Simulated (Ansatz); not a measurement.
## Run report: NiGe3, geometry relaxation (part 2 of 2)

NiGe3 (Pm-3m, 4 atoms in the cell); DFT PBEsol, scalar-relativistic, plane waves, PAW, no spin polarisation (Ansatz 0.2.0); cutoff 420 eV, 10×10×10 k-mesh, Gaussian smearing of 0.1 eV. The structure was built on a prototype by a generator; it need not be a known phase.

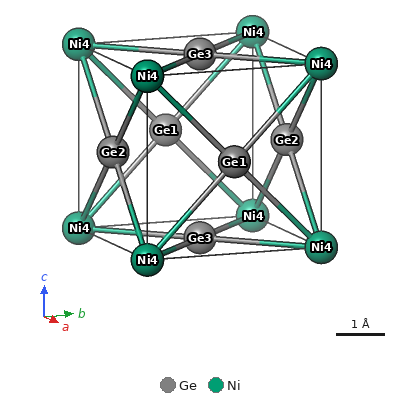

Figure 1. The geometry at step 3 of the log (ball-and-stick view of the cell of the calculation, seen slightly off an axis; atoms are numbered from 1 in the order of the input).

```
basis re-selected at this cell: Δ(F+E_penalty+E_count) = +4.515e-5 eV, ΔP = +0.000 GPa vs the last step (what re-selecting the basis moved, of the pressure what is left beyond the Pulay correction that the steps carried, after the strain that the cell walked since its last selection, with what the two solves' SCF thresholds leave and, on support functions, any second-order correction that the steps lacked; it is no measure of the basis error at this ecutwfc). This SCF's stress stands 5.28e-4 GPa from its target on what of the cell is left free (relax.cell.stress_tol is 5.00e-2 GPa) and its largest allowed force component is 7.26e-30 eV/Å (relax.f_tol is 1.00e-2 eV/Å): within both
SCF converged after 9 iterations
Free energy (F): -18564.531353 eV
Harris-Foulkes:  -18564.531353 eV  (|F-HF|=3.64e-12)
Internal energy: -18564.520070 eV  (E = F + TS)
E sigma→0 (E₀):  -18564.525711 eV
Entropy (-TS):   -0.011283 eV (-2.821 meV/atom)
Fermi energy:    13.529306 eV
--- Per-component energies (eV) ---
  E_band       = -602.993836
  E_kinetic    = 619.862352
  E_local      = -10043.321099  (includes V_loc(G=0)·N_el)
  E_nonlocal   = 1898.980749
  E_hartree    = 4344.398656
  E_xc         = -310.426584
  E_vxc        = -304.528953  (∫ρ·V_xc dr)
  E_paw        = -7532.106313  (= ΣΔE_a)
  E_vpaw       = -1462.785804  (= ΣTr[D̂ρ^β])
  E_aug_tail   = 0.001606  (compensation charges beyond the density's cutoff)
  E_ewald      = -7544.860536
  E_core_change = 2.951098  (= ΣΔE_core)
  E_smearing   = -0.011283  (= −TS)
  E_closure    = -0.000000  (closes the sum)
  Σ components = -18564.531353   (vs F -18564.531353, Δ=0.00e0)
--- Forces (eV/Å), atoms counted from 1 ---
  atom   1  Ge     0.00000000    -0.00000000     0.00000000
  atom   2  Ge    -0.00000000     0.00000000    -0.00000000
  atom   3  Ge     0.00000000    -0.00000000     0.00000000
  atom   4  Ni    -0.00000000     0.00000000    -0.00000000
  max |Σ_I F_I| component: 4.60e-30 eV/Å
--- Stress (GPa, compression-positive) ---
       -0.000528       0.000000      -0.000000
        0.000000      -0.000528      -0.000000
       -0.000000      -0.000000      -0.000528
  P = ⅓ Tr σ = -0.0005 GPa (-0.005 kbar)
--- Band table (eV; the first three rows and the last of 56) ---
  k-point 0: bands = ["-88.9063", "-49.4795", "-49.4795", "-49.4795", "-11.3532", "-11.3532", "-11.3532", "-11.3481", "-11.2508", "-11.2508", "-11.1808", "-11.1808", "-11.1808", "-11.1720", "-11.1720", "-11.1009", "-11.0994", "-11.0994", "-11.0994", "-0.2082", "8.1116", "8.1116", "9.4566", "9.4566", "9.4566", "12.0000", "12.0000", "12.0000", "12.7604", "12.7604", "13.7030", "17.0498", "17.0498", "17.0498", "19.3241", "19.3241"]
  k-point 1: bands = ["-88.9063", "-49.4796", "-49.4795", "-49.4795", "-11.3523", "-11.3475", "-11.3475", "-11.3440", "-11.2502", "-11.2473", "-11.1816", "-11.1810", "-11.1810", "-11.1751", "-11.1719", "-11.1058", "-11.1058", "-11.1038", "-11.0994", "-0.1165", "7.2089", "8.1843", "9.5185", "9.5185", "10.1329", "12.0032", "12.0093", "12.0093", "12.6339", "12.8424", "14.1271", "16.8046", "16.8558", "16.8558", "18.6896", "18.9538"]
  k-point 2: bands = ["-88.9063", "-49.4796", "-49.4795", "-49.4795", "-11.3501", "-11.3323", "-11.3309", "-11.3309", "-11.2485", "-11.2374", "-11.1844", "-11.1838", "-11.1818", "-11.1818", "-11.1716", "-11.1240", "-11.1240", "-11.1120", "-11.0994", "0.1565", "5.8570", "8.3981", "9.6881", "9.6881", "10.8959", "12.0115", "12.0583", "12.0583", "12.2620", "12.9650", "15.4242", "16.1179", "16.1179", "16.3327", "17.4540", "18.7950"]
  k-point 55: bands = ["-88.9063", "-49.4798", "-49.4798", "-49.4798", "-11.2993", "-11.2993", "-11.2993", "-11.2694", "-11.2694", "-11.2694", "-11.2637", "-11.1901", "-11.1901", "-11.1901", "-11.1584", "-11.1584", "-11.1080", "-11.1080", "-11.1080", "5.3037", "5.3037", "5.3037", "6.8263", "8.4026", "8.4026", "8.4026", "12.2670", "12.2670", "12.3237", "12.6836", "12.6836", "12.6836", "22.0278", "22.0278", "22.4158", "22.4158"]
--- Relaxed structure (3 steps of the walk, 3 accepted, 1 SCFs on fresh bases) ---
  F+E_penalty+E_count = -18564.53135262 eV   max|allowed force component| = 7.264e-30 eV/Å   (the final SCF, on the basis selected at the relaxed cell)
  cell:  # Å, volume = 62.2635 Å³
    - [3.9634904449224795, -2.0864241064195054e-34, -3.209883240645393e-35]
    - [-2.0864241064195054e-34, 3.9634904449224795, 0.0]
    - [-6.419766481290786e-35, 0.0, 3.9634904449224795]
  atoms:
    - { symbol: Ge, position: [-7.899651222390642e-38, 0.5, 0.5] }
    - { symbol: Ge, position: [0.5, -1.8959162937412913e-37, 0.5] }
    - { symbol: Ge, position: [0.5, 0.5, -6.895732952037865e-49] }
    - { symbol: Ni, position: [5.4823579494294e-36, 2.5278883916767407e-37, -5.055776783324744e-37] }
```

**Trajectory as extended XYZ (Å, eV, eV/Å), 4 frames, from step=1 to step=4**
```
4
Lattice="3.9681 0.0000 0.0000 0.0000 3.9681 0.0000 0.0000 0.0000 3.9681" Properties=species:S:1:pos:R:3:forces:R:3 step=1 energy=-18564.53111 pressure_GPa=-0.34
Ge    0.0000    1.9840    1.9840    0.0000   0.0000   0.0000
Ge    1.9840    0.0000    1.9840    0.0000   0.0000   0.0000
Ge    1.9840    1.9840    0.0000    0.0000   0.0000   0.0000
Ni    0.0000    0.0000    0.0000    0.0000   0.0000   0.0000
4
Lattice="3.9624 0.0000 0.0000 0.0000 3.9624 0.0000 0.0000 0.0000 3.9624" Properties=species:S:1:pos:R:3:forces:R:3 step=2 energy=-18564.53140 pressure_GPa=0.08
Ge    0.0000    1.9812    1.9812    0.0000   0.0000   0.0000
Ge    1.9812    0.0000    1.9812    0.0000   0.0000   0.0000
Ge    1.9812    1.9812    0.0000    0.0000   0.0000   0.0000
Ni    0.0000    0.0000    0.0000    0.0000   0.0000   0.0000
4
Lattice="3.9635 0.0000 0.0000 0.0000 3.9635 0.0000 0.0000 0.0000 3.9635" Properties=species:S:1:pos:R:3:forces:R:3 step=3 energy=-18564.53140 pressure_GPa=-0.00
Ge    0.0000    1.9817    1.9817    0.0000   0.0000   0.0000
Ge    1.9817    0.0000    1.9817    0.0000   0.0000   0.0000
Ge    1.9817    1.9817    0.0000    0.0000   0.0000   0.0000
Ni    0.0000    0.0000    0.0000    0.0000   0.0000   0.0000
4
Lattice="3.9635 0.0000 0.0000 0.0000 3.9635 0.0000 0.0000 0.0000 3.9635" Properties=species:S:1:pos:R:3:forces:R:3 step=4 energy=-18564.53135 pressure_GPa=-0.00
Ge    0.0000    1.9817    1.9817    0.0000   0.0000   0.0000
Ge    1.9817    0.0000    1.9817    0.0000   0.0000   0.0000
Ge    1.9817    1.9817    0.0000    0.0000   0.0000   0.0000
Ni    0.0000    0.0000    0.0000    0.0000   0.0000   0.0000
```

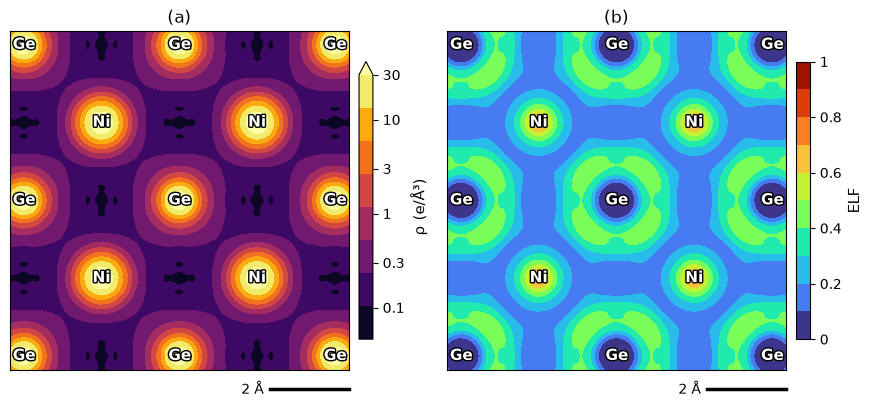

Figure 2. (a) valence pseudo-density; (b) electron localisation function on the (100) plane of the conventional cell. Atoms in the plane: Ge and Ni. Ni–Ge (2.80 Å): the density is about 0.23 e/Å³ at the midpoint; the ELF is about 0.35 at the midpoint; no localised pair between them. Away from the nuclei the density in this plane falls to 0.05 e/Å³ at its lowest. The strong features right at Ni lie inside the PAW spheres (semicore, d or f shells) and say nothing about bonding. The fields are those of the smooth PAW valence density.

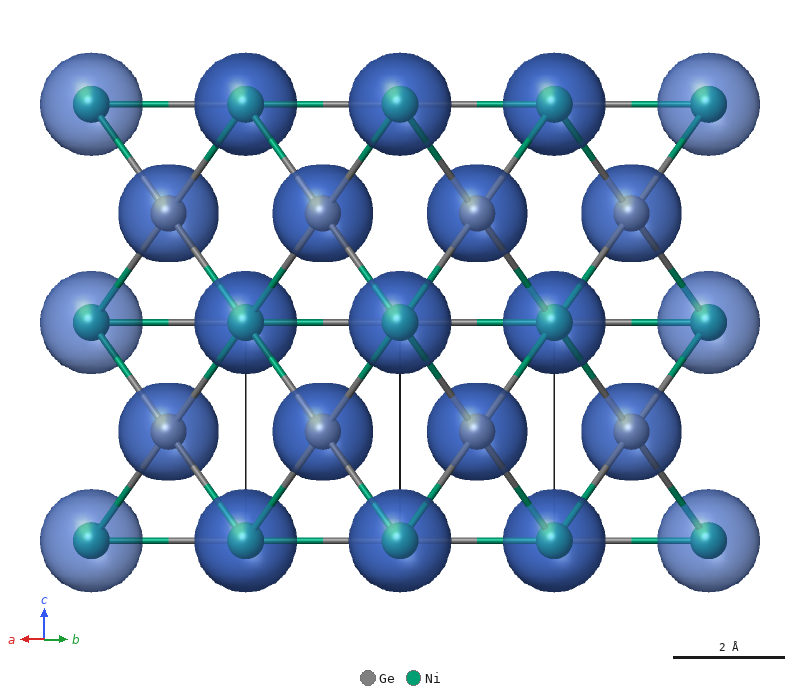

Figure 3. Isosurface of the valence pseudo-density at 0.5 e/Å³ (blue), seen along [110]. Sticks mark near contacts. The outline is the cell set on symmetry axes. At this value the density breaks into separate islands; it holds about 80 % of the electrons treated as valence (semicore included). It is pinched off along the Ni–Ge (2.80 Å) contacts. On the grid the lowest density along these lines, outside the cores, is 0.22 e/Å³ (Ni–Ge, 2.80 Å).

The run was set up as follows.

**The input**
```yaml
crystal:
  lattice:
    - [3.9680886071, 0.0, 0.0]
    - [0.0, 3.9680886071, 0.0]
    - [0.0, 0.0, 3.9680886071]
  atoms:
    - { symbol: Ge, position: [0.0, 0.5, 0.5] }
    - { symbol: Ge, position: [0.5, 0.0, 0.5] }
    - { symbol: Ge, position: [0.5, 0.5, 0.0] }
    - { symbol: Ni, position: [0.0, 0.0, 0.0] }
basis:
  ecutwfc: 420
kpoints:
  mp_grid: { grid: [10, 10, 10] }
hamiltonian:
  xc: pbesol
scf:
  occupations: { method: gaussian, width: 0.1 }
output:
  forces: true
  stress: true
  eigenvalues: true
  write_density: true
  write_potential: true
  elf: true
  volumetric_format: npy
relax:
  adjacent_minimum: "off"
  f_tol: 0.01
  max_steps: 80
  cell: { stress_tol: 0.05 }
```

Launch command:
```bash
ansatz run input.yaml --threads 1 --pin off --max-ram 2560MiB --backend cpu --events-out ev --progress --plain --runs-dir out
```

**Summary**

```tsv
quantity	value
outcome	converged
space group (tolerance 0.01 Å)	Pm-3m (221)
electrons treated	60
free energy	−18564.5314 eV
Fermi energy	13.529 eV
gap on the k-point mesh	none (metallic)
pressure	0.00 GPa
final volume	62.26 Å³
largest force (length of the vector) at the end	under 0.001 eV/Å
final cell	a = 3.963 Å, b = 3.963 Å, c = 3.963 Å, α = 90.00°, β = 90.00°, γ = 90.00°
hardware	1 thread of Arm Neoverse V2, 24 GiB of memory available, shared host
wall time	29 s
peak memory	0.4 GiB
```

**Remarks**

The run has no spin polarisation, so a magnetic state may lie lower.
